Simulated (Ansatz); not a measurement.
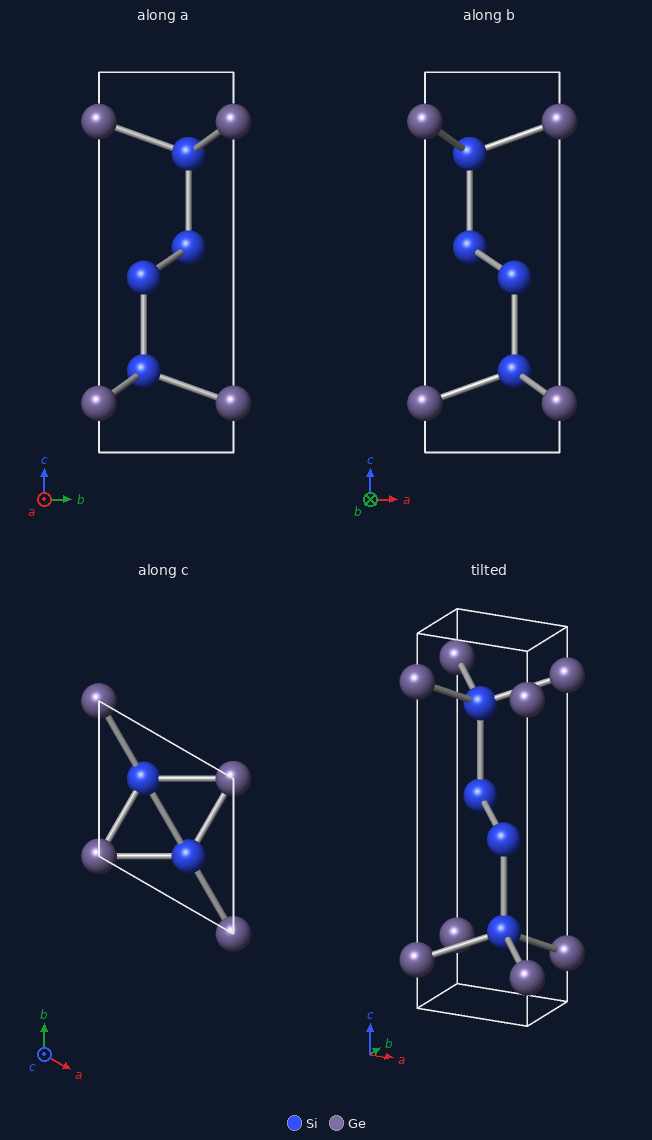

Ball-and-stick drawing of the structure, looking along the a axis, along the b axis, along the c axis and slightly off an axis. The conventional unit cell is drawn as a box.

Lattice parameters: a = 3.9300 Å, b = 3.9300 Å, c = 9.6184 Å, α = 90.000°, β = 90.000°, γ = 120.000°.

Give the structure in the form of a CIF in P1 with every atom of the cell, with free fractional coordinates to two decimals.

```cif
data_structure
_symmetry_space_group_name_H-M 'P 1'
_symmetry_Int_Tables_number 1
_cell_length_a 3.9300
_cell_length_b 3.9300
_cell_length_c 9.6184
_cell_angle_alpha 90.000
_cell_angle_beta 90.000
_cell_angle_gamma 120.000
_cell_volume 128.65
loop_
_atom_site_label
_atom_site_type_symbol
_atom_site_fract_x
_atom_site_fract_y
_atom_site_fract_z
_atom_site_occupancy
Si1 Si 0.3333 0.6667 0.54 1
Si2 Si 0.6667 0.3333 0.21 1
Si3 Si 0.3333 0.6667 0.79 1
Si4 Si 0.6667 0.3333 0.46 1
Ge1 Ge 0.00 0.00 0.87 1
Ge2 Ge 0.00 0.00 0.13 1
```

The model was built from a structure type filled with these elements by a generator (whether the compound takes this form wasn't checked). Earlier steps of the study, as a rule a relaxation of our own, may have changed the cell and positions, so they can lie some per cent off the listed ones. Ansatz was used for an electronic-structure calculation on it.
